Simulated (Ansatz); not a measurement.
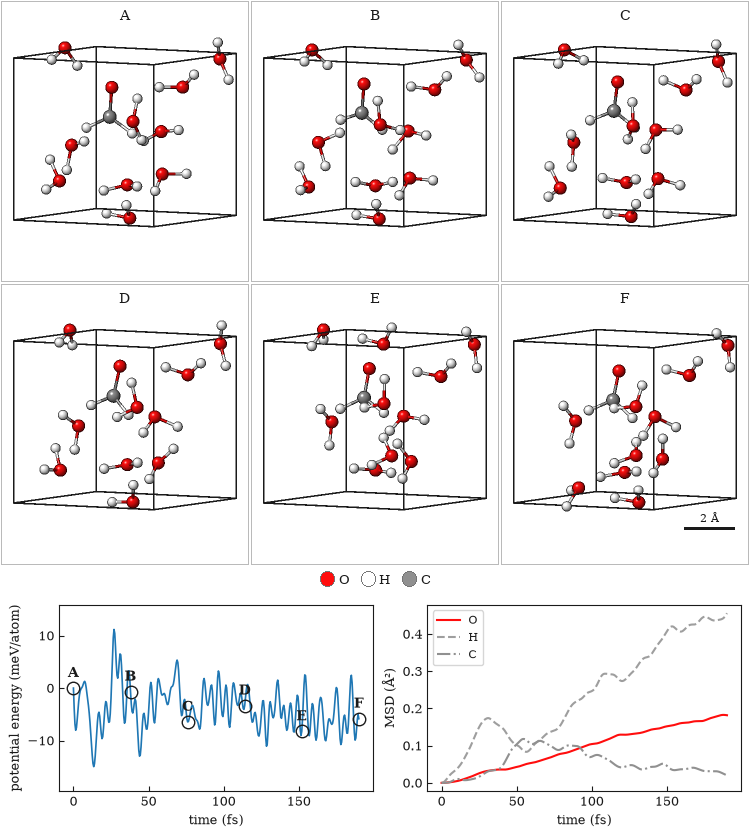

First-principles dynamics of a periodic cell with 10 H2O + 1 H2CO at 1.208 g/cm³, 190 fs long. It starts from the last geometry of an earlier run, with fresh velocities. Frames (A at 0 fs, B at 38 fs, C at 76 fs, D at 114 fs, E at 152 fs, F at 190 fs) and the history of the run. A ball-and-stick model of the simulation cell, seen from a free direction. Atoms that leave the cell re-enter on the other side.

Computed with DFT PBE, scalar-relativistic, plane waves, PAW in Ansatz 0.2.0. Settings: plane-wave cutoff 420 eV; k-point mesh 1 × 1 × 1; Fermi-Dirac smearing 0.05 eV; low-accuracy preset; constant energy (NVE); velocities drawn for 300 K; time step 0.5 fs.

**Describe the run.**

In the second half of the run the atoms are, in the root-mean-square, this far from where they began (common drift taken out): H 0.60 Å, O 0.38 Å, C 0.21 Å. The heavy atoms stay within a fraction of a molecule's size of their starting places; so short a run doesn't tell a liquid from a solid. Over the second half the temperature averages 335 K (spread ±26 K). The potential energy in the second half lies on average 4.5 meV per atom below the first frame.

Limits of the set-up: the program's low-accuracy preset was used; the periodic images lie only 6.6 Å apart, so the values are limited by the cell's size.

Cost: 9.3 min on 1 thread of Intel(R) Xeon(R) Platinum 8259CL CPU @ 2.50GHz (Skylake/Cascade Lake) (shared host), peak memory 0.56 GiB.
